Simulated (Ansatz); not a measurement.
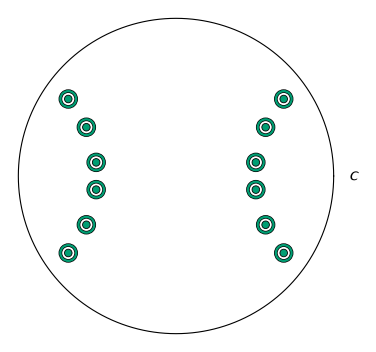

Stereographic projection: filled dots lie in the upper hemisphere, open rings in the lower. The a axis points at the viewer. The poles are all faces of one general form. Computed from the symmetry operations of a computed or model structure of composition SrO.

Which point group is this?

Answer. 6/mmm (D6h), order 24, hexagonal system: one sixfold axis, six twofold axes, seven mirror planes, an inversion centre.

Can such a crystal be piezoelectric, pyroelectric or chiral?

Answer. It is centrosymmetric, so neither piezoelectric nor pyroelectric; it is not chiral.
